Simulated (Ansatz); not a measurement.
System: Si.

```
CELL_PARAMETERS angstrom
3.90528 0.00000 0.00000
-1.95264 3.38207 0.00000
0.00000 0.00000 4.11691
ATOMIC_POSITIONS crystal
Si 0.50000 0.50000 0.83333
Si 0.50000 0.00000 0.50000
Si 0.00000 0.50000 0.16667
```

Space group P6₂22; a structure generated by program, which may or may not match a known phase.

Method: DFT PBE, scalar-relativistic, plane waves, PAW (Ansatz).

What can the converged valence pseudo-density and electron localisation function tell about the bonding?

Answer. Si–Si (2.39 Å): the density is about 0.53 e/Å³ at the midpoint; the ELF peaks at about 0.95 between the atoms.

Does the calculation give a band gap?

Answer. It is gapless in this calculation (a metal or semimetal).

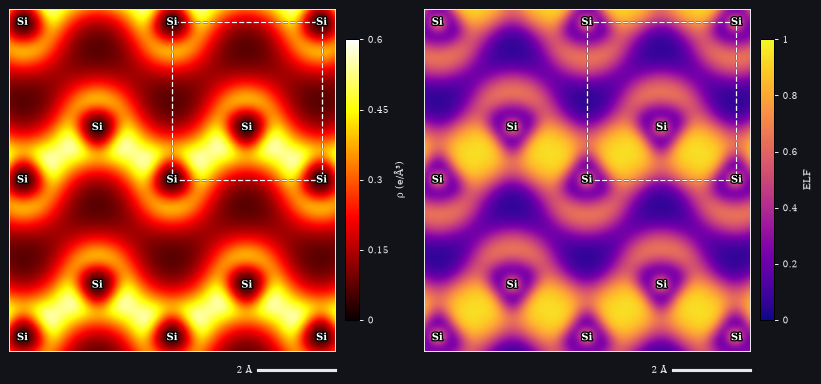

Computed valence pseudo-density and electron localisation function on the (010) plane of the conventional cell, in this order. 
